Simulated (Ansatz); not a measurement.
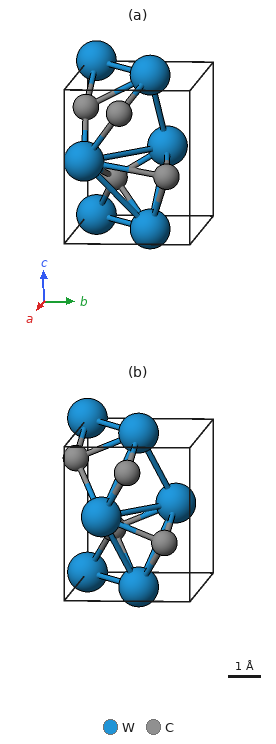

The structure of solid WC (set up in P1) before (top) and after (bottom) a relaxation, at one scale.

A ball-and-stick model of the cell of the calculation, seen slightly off an axis.

Case: all atoms moved at random, sigma 0.25 Å for each component, cell strained at random, sigma 0.01; relaxed back.

Method: DFT PBEsol, scalar-relativistic, plane waves, PAW (Ansatz 0.2.0).

Input
```yaml
crystal:
  lattice:
    - [1.4488252618, 2.5140526382, -2.8068766699]
    - [-1.4862146527, -2.4655515652, -2.7829845736]
    - [-4.3333895938, 2.4498666231, -0.0502716477]
  atoms:
    - { symbol: W, position: [0.7687061419, 0.1147307734, 0.493724068] }
    - { symbol: W, position: [0.0183284174, 0.0737282652, 0.0070527348] }
    - { symbol: W, position: [0.467161495, 0.5845884731, 0.0003762053] }
    - { symbol: W, position: [0.1903501181, 0.6710757538, 0.4891909338] }
    - { symbol: C, position: [0.3182852393, 0.2737844996, 0.3071213378] }
    - { symbol: C, position: [0.5616734096, 0.091467237, 0.8072826514] }
    - { symbol: C, position: [-0.0377376427, 0.4303065436, 0.8417478765] }
    - { symbol: C, position: [0.7132328214, 0.7603184542, 0.3868375257] }
basis:
  ecutwfc: 420
kpoints:
  mp_grid: { grid: [8, 8, 8] }
hamiltonian:
  xc: pbesol
scf:
  occupations: { method: gaussian, width: 0.15 }
output:
  forces: true
  stress: true
  eigenvalues: true
relax:
  adjacent_minimum: "off"
  f_tol: 0.01
  max_steps: 80
```

Command:
```bash
ansatz run input.yaml --threads 2 --pin off --max-ram 5120MiB --backend cpu --events-out ev --progress --plain --runs-dir out
```

What changed between the two?

Answer. The largest move is that of W1, 0.55 Å roughly along +b. Largest moves by element: W 0.55 Å, C 0.45 Å. The cell doesn't change. Some distances before and after: C6–C7 2.086 → 2.795 Å, W1–C8 1.539 → 2.181 Å, W4–C6 2.751 → 2.193 Å, W2–C7 2.728 → 2.181 Å. New bonds form: W4–C6 (2.75 → 2.19 Å). Among the angles between lasting bonds that change: W1–C6–W3 116.2° → 84.1°, W1–C5–W4 59.3° → 83.8°, W1–C5–W4 106.6° → 82.8°. The space group stays P1 (No. 1). Over 4 accepted moves (5 points after the start) the energy falls by 1994 meV per atom. The largest force component goes from 20 to 0.0041 eV/Å. 1 step only repeated the SCF at the same geometry.
